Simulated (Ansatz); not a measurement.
## Nb: geometry relaxation (part 1 of 2)

- system: Nb (2 atoms in the cell)
- method: DFT, PBE, PAW with Ansatz's default frozen-core files, scalar-relativistic, no spin polarisation (Ansatz 0.2.0)

Its volume is 0.92 times that of the source entry. It belongs to a series of runs on one base structure; here: shape and atoms relaxed at 0.92 of the volume. Figures and captions count atoms from 1; the log counts them from 0 in places.

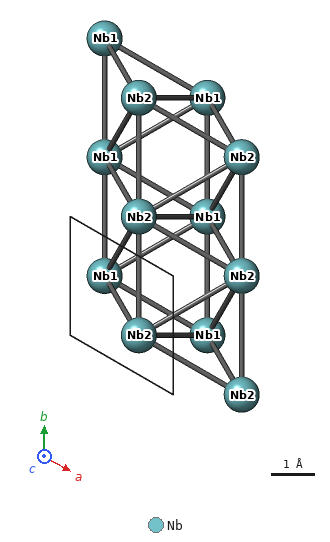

Figure 1. The input geometry (ball-and-stick view of the cell of the calculation, repeated 2 × 3 × 1, along the c axis; atoms are numbered from 1 in the order of the input). An atom can appear more than once, as a periodic image. Near neighbours in the periodic cell (some may lie outside the picture): Nb has 12 Nb at 2.79 to 3.01 Å.

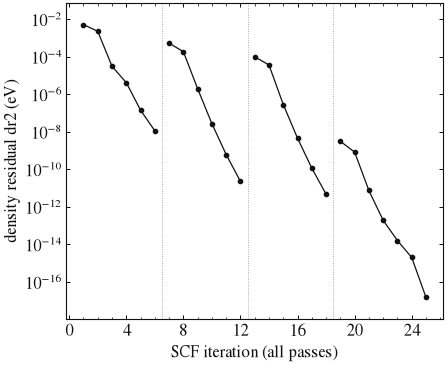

Figure 2. Convergence of the self-consistent field: density residual dr2 against the SCF iteration. The dotted lines part the SCF passes of the relaxation: geometry steps, rejected trials and re-solves on a re-selected basis. The passes take 6, 6, 6 and 7 iterations.

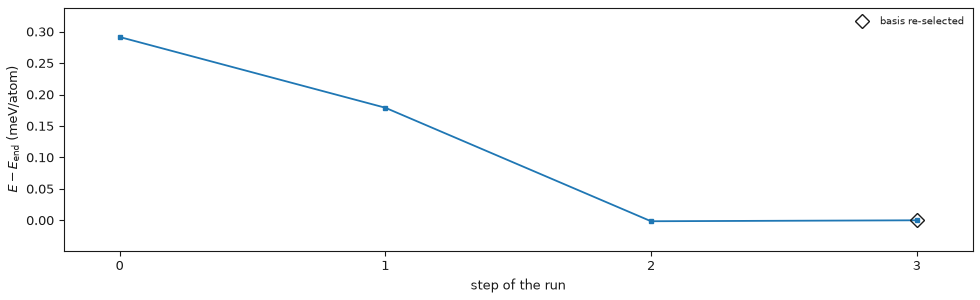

Figure 3. Progress of the relaxation, step by step (the first geometry is step 0 here and step 1 in the log). The atoms keep their places relative to the cell (all moves are under 0.005 Å). Distances before and after: Nb1–Nb2 3.014 → 3.007 Å, Nb1–Nb1 2.790 → 2.796 Å. The space group stays P6_3/mmc (No. 194). Over 2 geometry steps the energy falls by 0.3 meV per atom. All forces vanish by symmetry, so only the cell relaxes. Pressure: 15.80 GPa at the start and 15.75 GPa at the end. A last SCF at the same geometry on a re-selected plane-wave basis shifts the energy by +0.0 meV per atom. (Atoms are counted from 1 in the order of the input.)

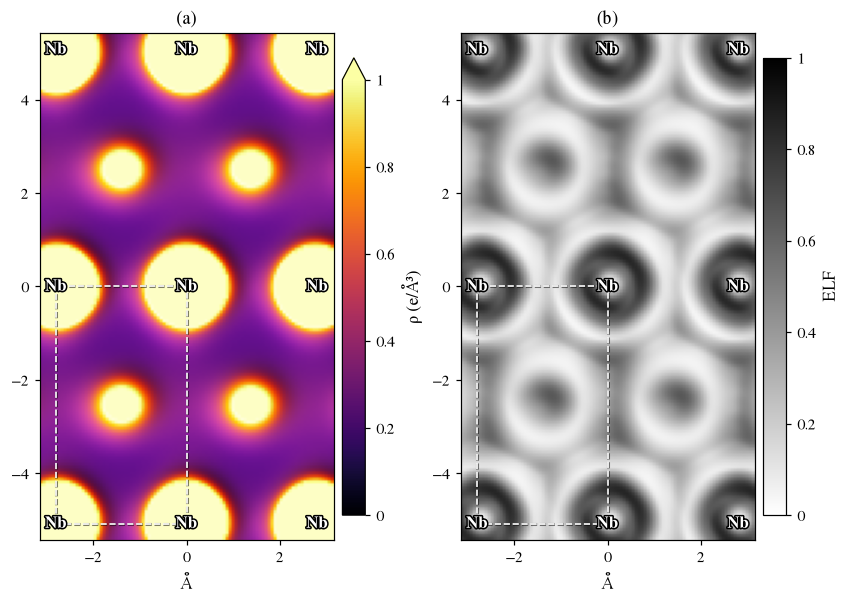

Figure 4. (a) valence electron density; (b) ELF on the (010) plane of the conventional cell. The section cuts through Nb sites. Nb–Nb (2.80 Å): ρ at the midpoint is about 0.32 e/Å³; the ELF is about 0.25 at the midpoint; no shared electron pair. Away from the nuclei the density in this plane falls to 0.21 e/Å³ at its lowest.5. The strong features right at Nb lie inside the PAW spheres (semicore, d or f shells) and say nothing about bonding. In a PAW calculation such maps are meaningful between the atoms, not at the nuclei.

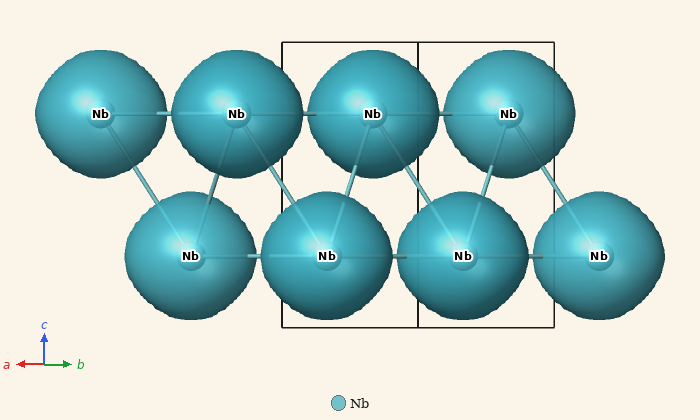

Figure 5. Isosurface of the valence pseudo-density at 0.4 e/Å³ (cyan), seen along [110]. Sticks mark near contacts. The outline is the cell set on symmetry axes. At this value the density breaks into separate islands; it holds about 75 % of the electrons treated as valence (semicore included). It is pinched off along the Nb–Nb (2.80 Å) and Nb–Nb (3.01 Å) contacts. On the grid the lowest density along these lines, outside the cores, is 0.32 e/Å³ (Nb–Nb, 2.80 Å) and 0.24 e/Å³ (Nb–Nb, 3.01 Å).

The input and output of the run follow.

## Input
```yaml
crystal:
  lattice:
    - [2.789753766, 0.0, 0.0]
    - [-1.394876883, 2.4159976317, 0.0]
    - [0.0, 0.0, 5.0958195117]
  atoms:
    - { symbol: Nb, position: [0.3333333333, 0.6666666667, 0.25] }
    - { symbol: Nb, position: [0.6666666667, 0.3333333333, 0.75] }
kpoints:
  mp_grid: { grid: [16, 16, 9] }
scf:
  occupations: { method: fermi_dirac, width: 0.05 }
hamiltonian:
  xc: pbe
  pseudopotentials: { kind: paw }
output:
  forces: true
  stress: true
  write_density: true
  write_potential: true
  elf: true
  volumetric_format: npy
relax:
  f_tol: 0.005
  max_steps: 30
  cell: { stress_tol: 0.04, fix: [volume] }
```

Launch command:
```bash
ansatz run input.yaml --threads 1 --pin off --max-ram 2048MiB --backend cpu --events-out ev --progress --plain --runs-dir out
```

## Log
```
Engine: ansatz 0.2.0, aarch64-unknown-linux-gnu
Pseudopotentials: kind: paw
Pseudopotential: Nb, paw, valence charge 13, recommended cutoff 420 eV (normal), Nb.paw.azcp
Functional definition: PBE
  parameter kappa = 0.804
  parameter beta = 0.06672455060314922
  exchange = pbe_x(kappa = kappa, mu = beta*pi^2/3)
  correlation = pbe_c(beta = beta)
Crystal: 2 atoms, lattice volume = 34.346 Å³
Basis set: ecut = 420 eV, 677 PW (Γ), exchange–correlation on 40×40×72 points (8 copies of the dense FFT grid, shifted against one another)
Bands: 17, of which v1, the nominal top of the filled ones, is band 13 counted from 1 (12 counted from 0)
Symmetry: 24 space group operations
Space group: P63/mmc (ITA 194), of the structure as read, at distance tolerance 3.3e-5 Å
k-points: 150 of 2304
Non-local potential: Nb, projectors of the file, l = 0: 3, l = 1: 2, l = 2: 2, l = 3: 1
PAW form: soft (Blöchl's): semilocal exchange-correlation on the pseudo side does not see the compensation charge
PAW one-centre angular grid: Nb, 590 points (default); XC on 64 Gauss nodes
Initial density: superposition of atomic densities (neutral atoms: chi_scale 0, normalization atom), corrected by the library's trained network
Initial wavefunctions: pseudopotential atomic-orbital guess
Functional: x = pbe(κ = 0.804, μ = 0.2195149727645171), c = pbe(β = 0.06672455060314922)
SCF iter   1: F=—  HF=-9103.854121 eV  |F-HF|=—  |Δ(HF+E_count)|=         —  Δρ=3.89e-3  dr2=5.13e-3  ethr=1.77e-3  ⟨swp⟩=5.2  Hψ=11548  notcnv=0
preconditioner: auto → Kerker (q_TF=auto, 2.605 Å⁻¹)  [metal: Δε(μ)=0.005 eV  Ē_g=4.209 eV  σ=0.050 eV  W_gap=0.02  n_scr=10 (ndim 8)  ℏωp=20.0 eV  f_vac=0.000  D(μ)=2.62/eV (n_scr^D=36)]
SCF iter   2: F=—  HF=-9103.853102 eV  |F-HF|=—  |Δ(HF+E_count)|=   1.02e-3  Δρ=2.51e-3  dr2=2.24e-3  ethr=1.97e-5  ⟨swp⟩=1.3  Hψ=3928  notcnv=0
SCF iter   3: F=—  HF=-9103.852569 eV  |F-HF|=—  |Δ(HF+E_count)|=   5.33e-4  Δρ=3.84e-4  dr2=3.05e-5  ethr=8.63e-6  ⟨swp⟩=2.0  Hψ=3299  notcnv=0
SCF iter   4: F=—  HF=-9103.852567 eV  |F-HF|=—  |Δ(HF+E_count)|=   2.16e-6  Δρ=1.41e-4  dr2=4.12e-6  ethr=1.17e-7  ⟨swp⟩=2.6  Hψ=4397  notcnv=0
SCF iter   5: F=—  HF=-9103.852566 eV  |F-HF|=—  |Δ(HF+E_count)|=   3.38e-7  Δρ=2.44e-5  dr2=1.40e-7  ethr=1.58e-8  ⟨swp⟩=2.8  Hψ=4499  notcnv=0
SCF iter   6: F=-9103.852566 eV  HF=-9103.852566 eV  |F-HF|=7.50e-9  |Δ(HF+E_count)|=   2.41e-8  Δρ=7.00e-6  dr2=1.11e-8  ethr=3.85e-10  ⟨swp⟩=6.9  Hψ=13414  notcnv=0
SCF 1 converged in 6 iterations: F = -9103.852566 eV  dr2 = 1.11e-8
  greatest PAW one-centre occupation: 0.998 electrons in one spin orbital (limit 2), on the Nb atom at site 1 (counted from 0), in its partial waves of l = 0
relax step   1: F+E_penalty+E_count = -9103.85256624 eV  Δ(F+E_penalty+E_count) = +0.000e0 eV  max|allowed force component| = 9.368e-17 eV/Å  Δτ_max = 0.0000 Å  P = +15.803 GPa  Ω = 34.346 Å³  fix = [volume]  reactions: volume +15.803 GPa  (6 SCF iters, dr2 threshold 1.00e-7 eV, accepted)
Initial density: handed on by an earlier stage of this run
Initial wavefunctions: those handed on with the density
iter 1 solved again at ethr=1.66e-6 eV; its pass at ethr=3.10e-3 eV (dr2=4.31e-4 eV) is discarded
SCF iter   1: F=—  HF=-9103.852970 eV  |F-HF|=—  |Δ(HF+E_count)|=         —  Δρ=1.17e-3  dr2=5.23e-4  ethr=1.66e-6  ⟨swp⟩=1.8  Hψ=16475  notcnv=0
preconditioner: auto → Kerker (q_TF=auto, 2.605 Å⁻¹)  [metal: Δε(μ)=0.008 eV  Ē_g=4.205 eV  σ=0.050 eV  W_gap=0.04  n_scr=10 (ndim 8)  ℏωp=20.0 eV  f_vac=0.000  D(μ)=2.56/eV (n_scr^D=34)]
SCF iter   2: F=—  HF=-9103.852855 eV  |F-HF|=—  |Δ(HF+E_count)|=   1.15e-4  Δρ=6.79e-4  dr2=1.85e-4  ethr=1.66e-6  ⟨swp⟩=1.0  Hψ=2552  notcnv=0
SCF iter   3: F=—  HF=-9103.852791 eV  |F-HF|=—  |Δ(HF+E_count)|=   6.38e-5  Δρ=8.92e-5  dr2=1.95e-6  ethr=7.13e-7  ⟨swp⟩=2.6  Hψ=3876  notcnv=0
iter 4 did not close the SCF: its close was put off for the readings that it lacked (scf_convergence_deferred on its scf_iter line)
SCF iter   4: F=-9103.852791 eV  HF=-9103.852791 eV  |F-HF|=6.42e-9  |Δ(HF+E_count)|=   2.46e-7  Δρ=1.43e-5  dr2=2.66e-8  ethr=7.49e-9  ⟨swp⟩=2.3  Hψ=4318  notcnv=0
iter 5 did not close the SCF: its close was put off for the readings that it lacked (scf_convergence_deferred on its scf_iter line)
SCF iter   5: F=-9103.852791 eV  HF=-9103.852791 eV  |F-HF|=6.55e-11  |Δ(HF+E_count)|=   8.56e-9  Δρ=1.62e-6  dr2=6.04e-10  ethr=1.02e-10  ⟨swp⟩=2.3  Hψ=4052  notcnv=0
SCF iter   6: F=-9103.852791 eV  HF=-9103.852791 eV  |F-HF|=3.64e-12  |Δ(HF+E_count)|=  1.27e-10  Δρ=2.79e-7  dr2=2.24e-11  ethr=2.32e-12  ⟨swp⟩=4.0  Hψ=12008  notcnv=0
SCF 2 converged in 6 iterations: F = -9103.852791 eV  dr2 = 2.24e-11
relax step   2: F+E_penalty+E_count = -9103.85279090 eV  Δ(F+E_penalty+E_count) = -2.247e-4 eV  max|allowed force component| = 4.568e-17 eV/Å  Δτ_max = 0.0000 Å  P = +15.707 GPa  Ω = 34.346 Å³  energy of the carried Pulay correction = +1.119e-6 eV  fix = [volume]  reactions: volume +15.707 GPa  (6 SCF iters, dr2 threshold 2.00e-7 eV, accepted)
iter 1 solved again at ethr=1.81e-7 eV; its pass at ethr=3.10e-3 eV (dr2=4.70e-5 eV) is discarded
```
